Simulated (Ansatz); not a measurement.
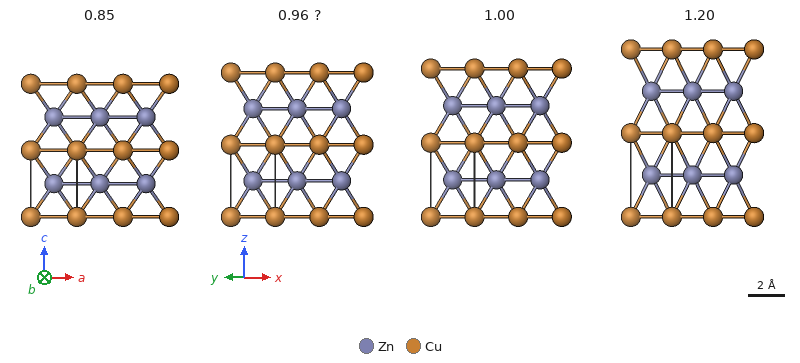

Solid ZnCu (Cmmm): the ratio of the cell's length along z to its lengths across, counted as 1 for the reference, is changed at fixed volume (a c/a path), with the atoms kept at their fractional coordinates. x, y and z are the Cartesian axes of the input. Style: ball-and-stick. Shown: the cell of the calculation, repeated 3 × 3 × 2 with one cell outlined, along the b axis.

The calculation used DFT PBE, scalar-relativistic, plane waves, PAW in Ansatz. (plane-wave cutoff 420 eV; k-point mesh 22 × 22 × 14; occupations gaussian; smearing width 0.15 eV; no spin polarisation). Energies (free energies at the smearing named) are counted from the cell as listed in its source, which wasn't relaxed.

```tsv
axial ratio over its reference value	ΔE (meV/atom)
0.85	68.8
0.92	18.8
0.96	?
1.00	0.0
1.10	35.0
1.20	126.9
```

> One row is withheld. What is its energy?

A straight line between the two neighbours gives 9.4 meV/atom. A cubic through the four nearest rows (0.85, 0.92, 1.00, 1.10) gives, with Lagrange weights, (−0.0853)(68.8) + (0.6111)(18.8) + (0.5133)(0.0) + (−0.0391)(35.0) = 4.3 meV/atom. The calculation gives 4.0 meV/atom, so the cubic is 0.3 meV/atom too high and the straight line 5.4 meV/atom too high, as the curve bends upwards here.

The whole profile:

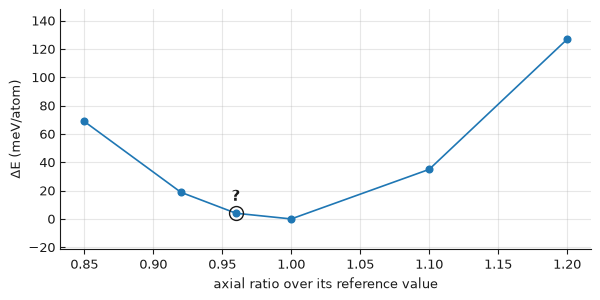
